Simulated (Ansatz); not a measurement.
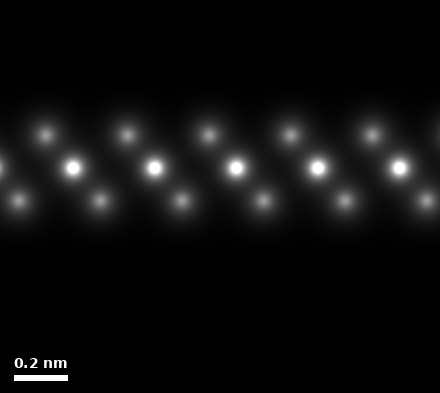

Cross-section of a slab of composition PtS2, seen along a direction in its plane, the normal pointing up. Computed as the sum of neutral-atom potentials (tabulated electron scattering factors, B = 0.5 Å²) projected along the beam and smoothed by 0.25 Å; brighter is more positive. The display is stretched by a gamma of 0.7; percentages refer to the linear signal. Structure: the geometry relaxed with Ansatz 0.2.0, DFT, HSE06, plane waves, PAW; the starting structure was generated, so it need not be a known form of this composition.

Q: How many atomic planes does the slab have, and what do they hold from top to bottom?

A: 3 planes (atoms within 0.35 Å in height count as one plane):

```csv
plane,content,depth below the top plane (Å)
1,S,0.0
2,Pt,1.2
3,S,2.4
```

Q: How thick is it, and how does it end on either side?

A: The outermost planes are 2.4 Å apart. The upper face ends in S and the lower in S, so the sequence of planes is the same from both sides.
